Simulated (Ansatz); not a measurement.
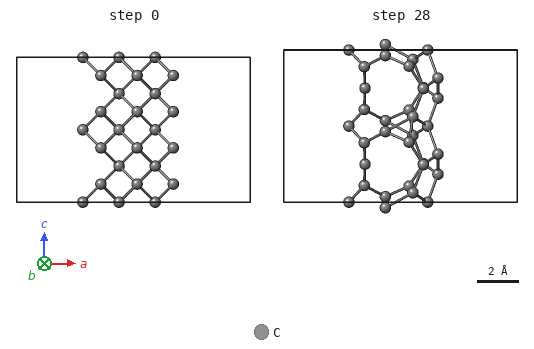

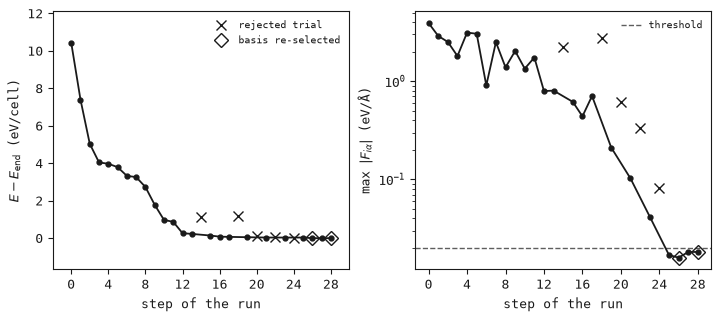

First and last geometry of a relaxation of a wire of composition C, with the history of the run. A ball-and-stick model of the 2 repeat of the cell, with the vacuum cut short (origin shifted), seen along the b axis.

Case: wire along [0 0 1], 15 atoms a period.

Method: Ansatz 0.2.0, DFT PBEsol, scalar-relativistic, plane waves, PAW. Set-up: plane-wave cutoff 420 eV; k-point mesh 1 × 1 × 9; occupations gaussian; smearing width 0.05 eV; collinear spin; cell relaxed at fixed a, b, alpha, beta, gamma; force threshold 0.02 eV/Å; at most 45 steps.

Q: What do the curves and the structures tell?

A: It converged. The energy falls by 10.442 eV per cell of the calculation in 21 accepted moves (28 points after the start). The largest force component goes from 3.9 to 0.018 eV/Å. The line search rejected the trial steps at points 14, 18, 20, 22, 24 of the run. At 2 points the geometry stayed and the basis and grid were re-selected for the new cell (energy shift of 33.4 meV per cell of the calculation at most each time). A C atom moves most relative to the centre of the atoms: 1.03 Å. Along the periodic axis the drawn cell goes c 7.108 → 7.469 Å (+5.1 %). Near-neighbour distances that change, for instance: C–C 1.539 → 3.046 Å, C–C 2.513 → 1.418 Å, C–C 2.513 → 1.488 Å, C–C 2.513 → 2.027 Å. New bonds form, among them: C–C (2.51 → 1.42 Å), C–C (2.51 → 1.49 Å). Bonds break, among them: C–C (1.54 → 3.05 Å). Among the angles between lasting bonds that change: C–C–C 109.5° → 177.0°, C–C–C 109.5° → 60.6°, C–C–C 109.5° → 142.2°. The program noted that the starting moments weren't kept. The run may lie on a higher electronic state than the lowest, so the end point isn't shown to be the ground-state structure.
